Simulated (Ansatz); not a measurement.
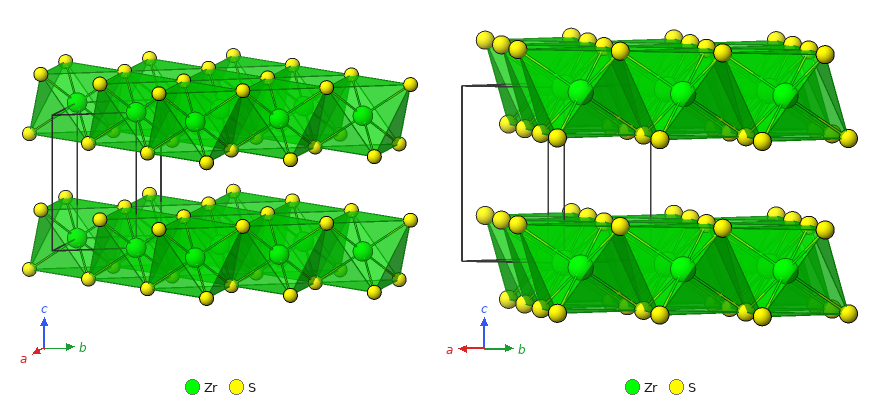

Polyhedra are drawn about Zr (bonds: S–Zr below 2.9 Å); other atoms are plain spheres. Two views of the same piece.

ZrS2 (space group P-3m1, No. 164). Coordinates: coordinates from a relaxation with DFT, r2SCAN+rVV10, plane waves, PAW in Ansatz 0.2.0; the starting structure was generated, so it need not be a known form of this composition.

Sharing among the drawn polyhedra:

```json
{"site": "Zr", "polyhedron": "ZrS6 octahedron", "corner-sharing neighbours": "0", "edge-sharing": "6", "face-sharing": "0", "bond (Å)": "2.57"}
```

They form layers of edge-sharing octahedra parallel to (001).
